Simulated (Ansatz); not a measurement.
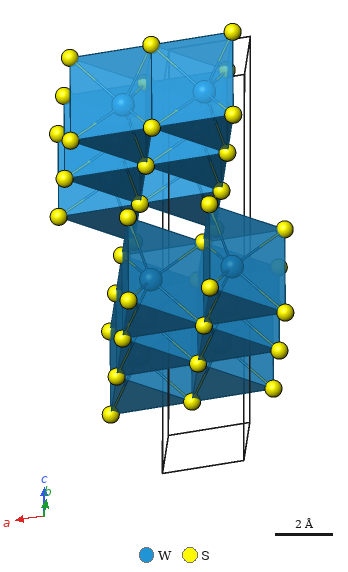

This is the input geometry for a relaxation of solid WS$_{2}$ (set up in P1). A polyhedral model of the cell of the calculation, repeated 2 × 3 × 1 with one cell outlined, seen from a free direction.

Case: cell sheared at random, sigma 0.03, atoms nudged by 0.01 Å; relaxed back.

All numbers below come from Ansatz 0.2.0, DFT PBE, scalar-relativistic, plane waves, PAW.

The input:
```yaml
crystal:
  lattice:
    - [3.166250004, 0.041812197, 0.0446588447]
    - [-1.5469145773, 2.733865006, 0.0363294149]
    - [0.2069881644, 0.313935803, 14.9064884158]
  atoms:
    - { symbol: W, position: [0.3391348997, 0.6742595595, 0.2501189379] }
    - { symbol: W, position: [0.6603944841, 0.3261450383, 0.7477582107] }
    - { symbol: S, position: [0.3292544965, 0.6623140517, 0.6443353809] }
    - { symbol: S, position: [0.6609010585, 0.3265309489, 0.1424404001] }
    - { symbol: S, position: [0.3394525959, 0.6745741235, 0.8580046424] }
    - { symbol: S, position: [0.6708624653, 0.3361762781, 0.3573424281] }
basis:
  ecutwfc: 420
kpoints:
  mp_grid: { grid: [12, 12, 2] }
hamiltonian:
  xc: pbe
scf:
  occupations: { method: gaussian, width: 0.05 }
output:
  forces: true
  stress: true
  eigenvalues: true
  write_density: true
  write_potential: true
  elf: true
  volumetric_format: npy
relax:
  adjacent_minimum: "off"
  f_tol: 0.01
  max_steps: 80
  cell: { stress_tol: 0.1 }
```

Run as
```bash
ansatz run input.yaml --threads 1 --pin off --max-ram 2560MiB --backend cpu --events-out ev --progress --plain --runs-dir out
```

### Where does the relaxation end?

The largest move relative to the cell is that of S5, 0.072 Å roughly along [−3 −3 −1]. Largest moves by element: S 0.072 Å, W 0.032 Å. The volume changes by +1.5 %, with a 3.167 → 3.188 Å (+0.7 %), b 3.141 → 3.188 Å (+1.5 %), c 14.911 → 14.979 Å (+0.5 %), α 88.7° → 89.7°, β 88.4° → 89.5°, γ 118.7° → 120.0°. Among the contacts that change: W2–S5 2.558 → 2.420 Å, W1–S4 2.531 → 2.420 Å, W1–S4 (another image) 2.359 → 2.420 Å, W1–S6 2.476 → 2.420 Å. Among the angles between lasting bonds that change: W2–S5–W2 78.5° → 82.4°, S5–W2–S5 78.5° → 82.4°, W1–S4–W1 79.5° → 82.4°. Within 0.06 Å the space group is P-1 at the start and C2/c at the end; at a tighter tolerance small leftover displacements or strains of the cell lower it. Over 3 accepted moves (4 points after the start) the energy falls by 0.264 eV per cell of the calculation. The largest force component goes from 1.4 to 0.0043 eV/Å. The pressure goes from −0.28 to −0.03 GPa. The SCF was repeated once at an unchanged geometry on a basis and grid sized afresh for the cell, which shifted the energy by 0.3 meV per cell of the calculation at most. Cost: 9.4 min on 1 thread of Intel(R) Xeon(R) Processor @ 2.50GHz (Skylake/Cascade Lake), with other jobs on the host, peak memory 0.74 GiB.

History of the run:

| step | E − E(0), meV/atom | largest force component, eV/Å | pressure, GPa | volume, Å³/atom | note |
| --- | --- | --- | --- | --- | --- |
| 0 | 0.00 | 1.4315 | -0.28 | 21.652 |  |
| 1 | -23.71 | 0.9635 | 0.71 | 22.336 |  |
| 2 | -43.90 | 0.0394 | 0.15 | 21.973 |  |
| 3 | -43.93 | 0.0042 | -0.03 | 21.971 |  |
| 4 | -43.98 | 0.0043 | -0.03 | 21.971 | same geometry, new basis |

After the run, drawn alike:

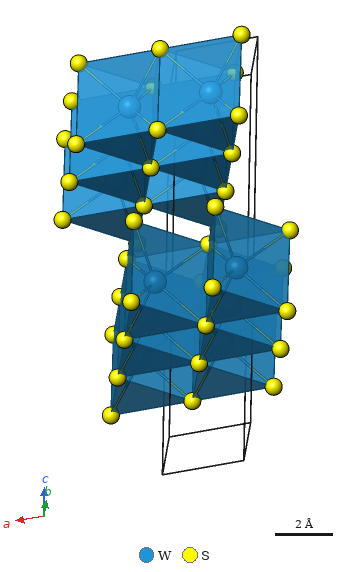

Limits of the set-up: layers or molecules are held without a dispersion correction, so their spacing is unreliable.
